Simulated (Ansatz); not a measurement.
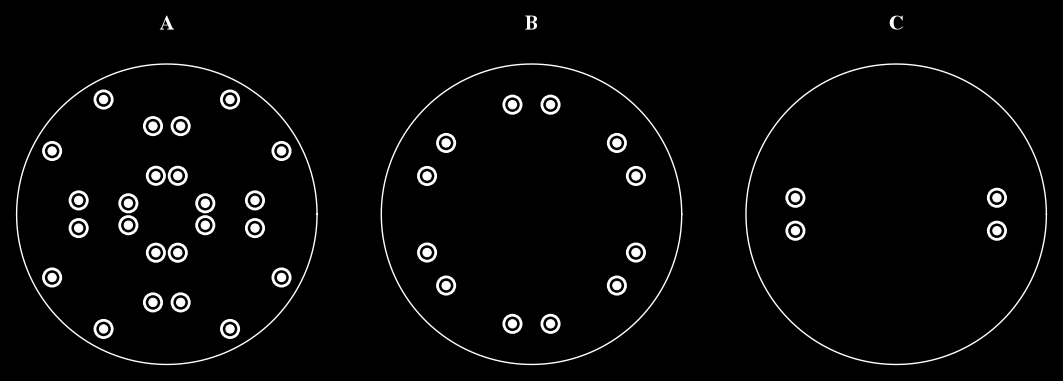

Stereographic projection: filled dots lie in the upper hemisphere, open rings in the lower. Each shows the poles of one general form. The c axis points at the viewer. Computed from the symmetry of the structures below (computed or model cells, partly hypothetical).

> Match each stereogram to its crystal.
1. C, No. 225, Fm-3m
2. Mo, Fddd, No. 70, origin choice 1
3. Pt, P6₃/mmc (No. 194)

A is 1 (point group m-3m); B is 3 (point group 6/mmm); C is 2 (point group mmm).
